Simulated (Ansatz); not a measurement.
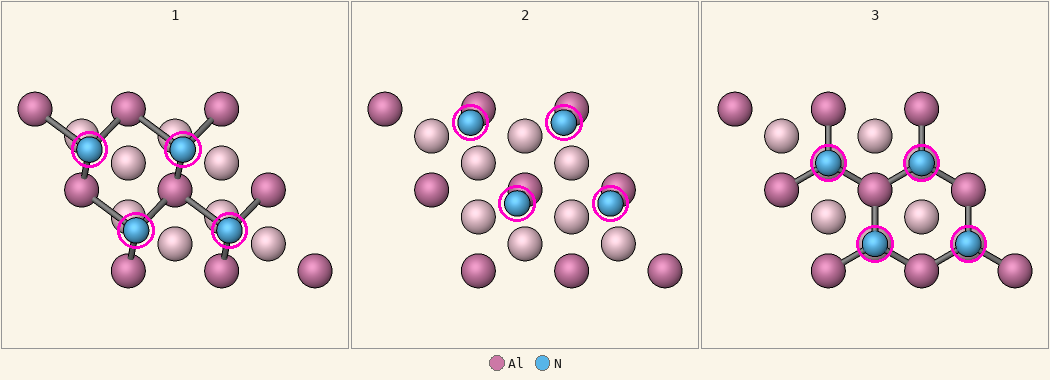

N on an Al(001) slab cut from the P6_3/mmc phase, its upper half relaxed before the scan (9 atoms of substrate and one adsorbate in a 1 × 1 cell). N is moved over the surface cell; relaxed at each place: the height of the adsorbate's atoms; substrate rigid; the origin of the map has the adsorbate above Al9. Places are given modulo a cell vector. The map is drawn in real space over the plane of the surface. The scan uses a 6 × 6 grid; 10 points were computed and 26 follow by symmetry. Energies are in eV, from the lowest grid point. With one adsorbate in each 1 × 1 cell, its nearest image is 2.9 Å away, so neighbouring adsorbates interact. These are results of DFT PBE, scalar-relativistic, plane waves, PAW (Ansatz 0.2.0), not measurements. Settings: cutoff 420 eV, k-mesh 9×9×1, gaussian smearing 0.1 eV, no spin polarisation.

The numbered pictures are structures from this grid. Rings mark the moved atoms.

### Rank them by energy, lowest first.

3, at a threefold hollow over a second-layer Al atom, (4/6, 2/6) of the cell vectors: 0.00 eV; 1, at (2/6, 3/6) of the cell vectors [nearest 1 Al at 1.65 Å]: 2.43 eV; 2, at (5/6, 5/6) of the cell vectors [nearest 1 Al at 1.82 Å]: 4.26 eV.

The map, with the structures marked:

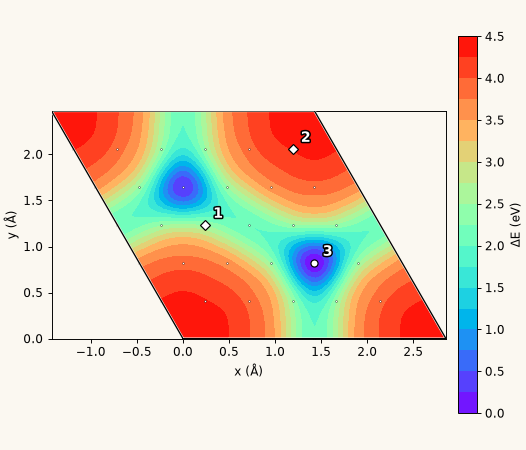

The picture shows filled contours, dots at the grid points, the outline of one cell of the plane. Between grid points the surface is interpolated.

PAW datasets: the set soft_1.
